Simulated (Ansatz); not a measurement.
## Electronic structure of TiAl3 in real space

Input file:

```
crystal:
  lattice:
    - [-3.9479576782, 0.0, 0.0]
    - [0.0, 3.9479576782, 3.9479576782]
    - [0.0, 3.9479576782, -3.9479576782]
  atoms:
    - { symbol: Ti, position: [0.0, -0.01357664, -0.01357664] }
    - { symbol: Ti, position: [0.0, 0.51357664, 0.51357664] }
    - { symbol: Al, position: [0.5, 0.745364692, 0.754635308] }
    - { symbol: Al, position: [0.5, 0.254635308, 0.245364692] }
    - { symbol: Al, position: [0.5, 0.745364692, 0.245364692] }
    - { symbol: Al, position: [0.5, 0.254635308, 0.754635308] }
    - { symbol: Al, position: [1.0, 0.4908019765, 0.0091980235] }
    - { symbol: Al, position: [1.0, 0.0091980235, 0.4908019765] }
basis:
  ecutwfc: 520.0
kpoints:
  mp_grid: { grid: [10, 8, 8] }
hamiltonian:
  xc: pbesol
  pseudopotentials: { kind: paw, azcp: { folder: soft_1 } }
scf:
  occupations: { method: gaussian, width: 0.15 }
output:
  forces: true
  stress: true
  eigenvalues: true
  write_density: true
  write_potential: true
  elf: true
  volumetric_format: npy
```

Run with:

```sh
ansatz run input.yaml --threads 4 --pin off --max-ram 8192MiB --backend cpu --events-out ev --progress --plain --runs-dir out
```

Below, planes, directions and counts refer to the conventional cell (a = 3.95 Å, b = 7.90 Å, c = 7.90 Å, α = 90.00°, β = 90.00°, γ = 90.00°).

Space group Amm2; a structure from a database of computed crystals, not necessarily the ambient phase; not relaxed (largest force 0.6 eV/Å); computed without spin polarisation; PAW files of the earlier set (soft_1).

Method: DFT PBEsol, scalar-relativistic, plane waves, PAW in Ansatz 0.2.0.

The density is the valence pseudo-density of a PAW calculation; it isn't the true density close to the nuclei.

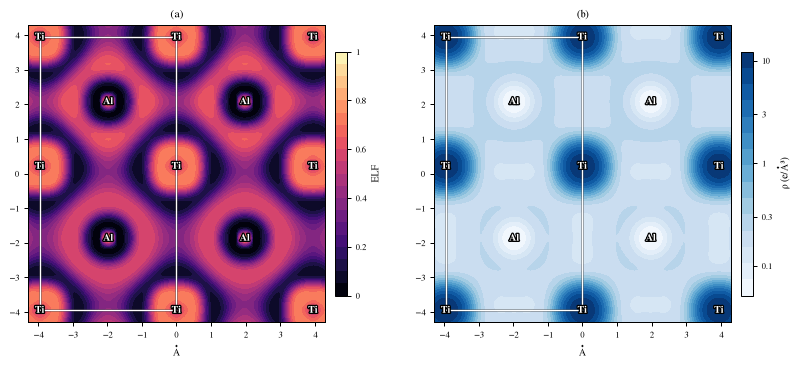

Figure 1. (a) electron localisation function; (b) valence pseudo-density on the (001) plane of the conventional cell.

Question: What do the fields say about this system?

Answer:
- Atoms in the plane: Ti and Al.
- Ti–Al (2.72 Å): ρ at the midpoint is about 0.23 e/Å³; the ELF is about 0.35 at the midpoint.
- Ti–Al (2.87 Å): ρ is about 0.2 e/Å³ halfway; the ELF is about 0.35 at the midpoint.
- Between the atoms the lowest density in this plane is 0.14 e/Å³.
- The features right at Ti lie inside the PAW spheres, where the map follows smoothed inner orbitals and isn't to be read closely.

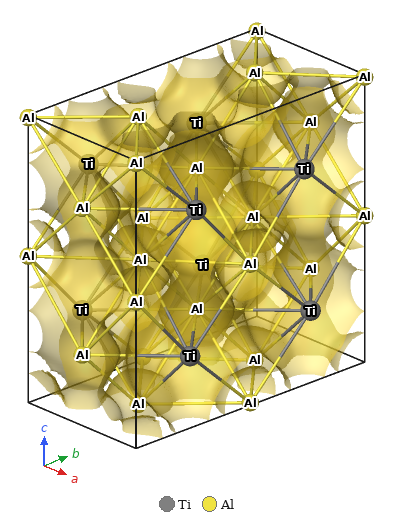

Figure 2. Isosurface of the electron localisation function at 0.55 (yellow), seen at an oblique angle. Core shells and regions of very low density are left out. Sticks mark near contacts.

Question: Where are the electrons localised?

Answer: The surface consists of one network that runs through the whole crystal, counted in one cell of 16 atoms. Any copies at cell faces, edges or corners count once.


Al–Al (2.72 Å): the ELF peaks at about 0.70 between the atoms.

Question: Does the calculation give a band gap?

Answer: It is metallic or semimetallic at this level of theory: no gap opens.
